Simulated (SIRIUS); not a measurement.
Consider Ag2O.

```cif
data_structure
_symmetry_space_group_name_H-M 'P 1'
_symmetry_Int_Tables_number 1
_cell_length_a 4.7180
_cell_length_b 4.7180
_cell_length_c 4.7180
_cell_angle_alpha 90.000
_cell_angle_beta 90.000
_cell_angle_gamma 90.000
_cell_volume 105.02
loop_
_atom_site_label
_atom_site_type_symbol
_atom_site_fract_x
_atom_site_fract_y
_atom_site_fract_z
_atom_site_occupancy
Ag1 Ag 0.75000 0.25000 0.75000 1
Ag2 Ag 0.75000 0.75000 0.25000 1
Ag3 Ag 0.25000 0.75000 0.75000 1
Ag4 Ag 0.25000 0.25000 0.25000 1
O1 O 0.50000 0.50000 0.50000 1
O2 O 0.00000 0.00000 0.00000 1
```

Space group Pn-3m.

Computed with Kohn-Sham DFT of a periodic cell, LDA, all-electron FP-LAPW (SIRIUS).

### What will maps of the electron density show?

Ag–O (2.04 Å): the density is about 0.72 e/Å³ at the midpoint.

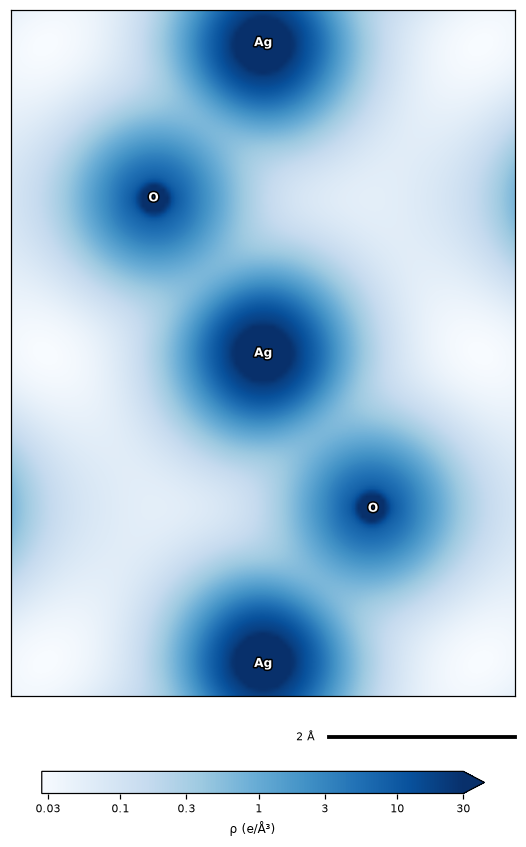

Computed electron density on the (011) plane of the conventional cell. 

The calculation treats all electrons.
